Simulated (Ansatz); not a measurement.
## Electronic structure of TiAl$_{3}$ in real space

```
Ti Al
1.0
     3.84535   -3.84535    0.00000
     0.00000    0.00000    8.62281
    -3.84535   -3.84535    0.00000
Ti Al
4 12
Direct
  0.00000 0.00000 0.99202
  0.50000 0.50000 0.99202
  0.50000 0.00000 0.49202
  0.00000 0.50000 0.49202
  0.50000 0.00000 0.99208
  0.00000 0.50000 0.99208
  0.00000 0.00000 0.49208
  0.50000 0.50000 0.49208
  0.75000 0.25000 0.76103
  0.25000 0.75000 0.76103
  0.25000 0.25000 0.26103
  0.75000 0.75000 0.26103
  0.25000 0.25000 0.76103
  0.75000 0.75000 0.76103
  0.75000 0.25000 0.26103
  0.25000 0.75000 0.26103
```

Space group Fmm2; a structure from a database of computed crystals, not necessarily the ambient phase; not relaxed (largest force 0.4 eV/Å); computed without spin polarisation.

All numbers below come from Ansatz, DFT PBE, scalar-relativistic, plane waves, PAW.

The density is the valence pseudo-density of a PAW calculation; it isn't the true density close to the nuclei.

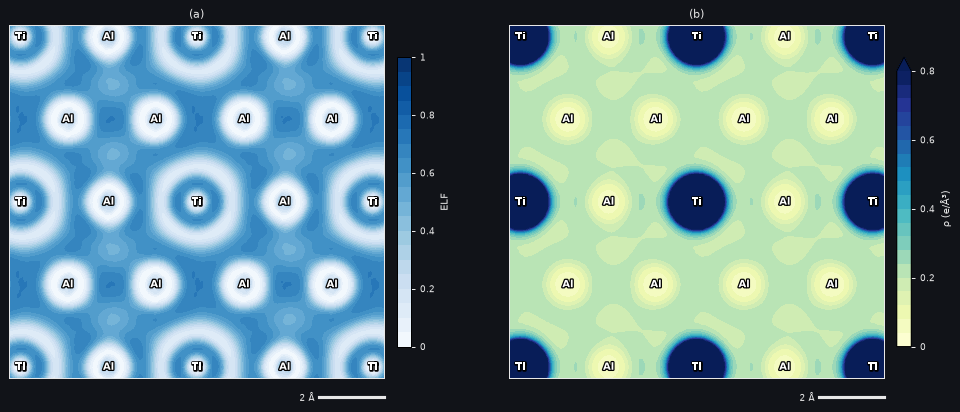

Figure 1. (a) electron localisation function; (b) valence electron density on the (11̄0) plane of the conventional cell.

What does the map show?

- Atoms in the plane: Ti and Al.
- Ti–Al (2.72 Å): the density is about 0.22 e/Å³ at the midpoint; the ELF is about 0.35 at the midpoint.
- Al–Al (2.72 Å): ρ is about 0.23 e/Å³ halfway; the ELF peaks at about 0.70 between the atoms.
- Ti–Al (2.84 Å): ρ at the midpoint is about 0.21 e/Å³; the ELF is about 0.40 at the midpoint.
- Al–Al (2.84 Å): ρ is about 0.21 e/Å³ halfway; the ELF peaks at about 0.65 between the atoms.
- Al–Al (2.94 Å): the density is about 0.19 e/Å³ at the midpoint; the ELF peaks at about 0.60 between the atoms.
- Between the atoms the lowest density in this plane is 0.18 e/Å³.
- The features right at Ti lie inside the PAW spheres, where the map follows smoothed inner orbitals and isn't to be read closely.

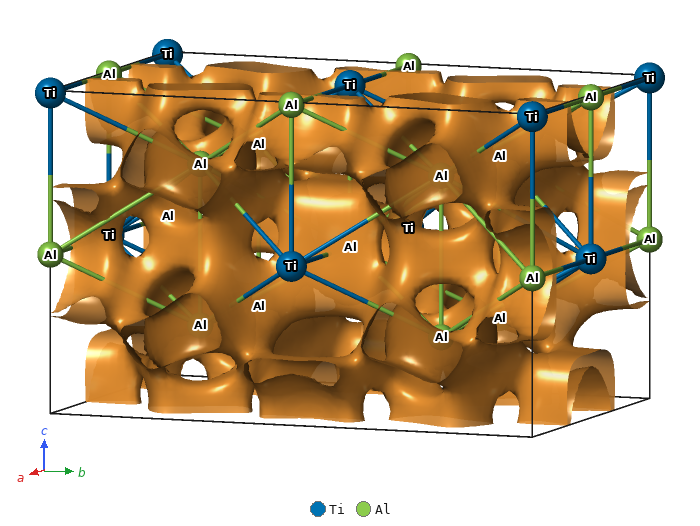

Figure 2. Isosurface of the ELF at 0.6 (orange), seen slightly off an axis. Only the valence region is drawn (cores and ρ < 0.01 e/Å³ removed). Sticks mark near contacts.

What do the ELF domains correspond to?

At this value the surface marks out one network that runs through the whole crystal, counted in one cell of 16 atoms. Regions shared between cells count once.

Does the calculation give a band gap?

It is gapless in this calculation (a metal or semimetal).
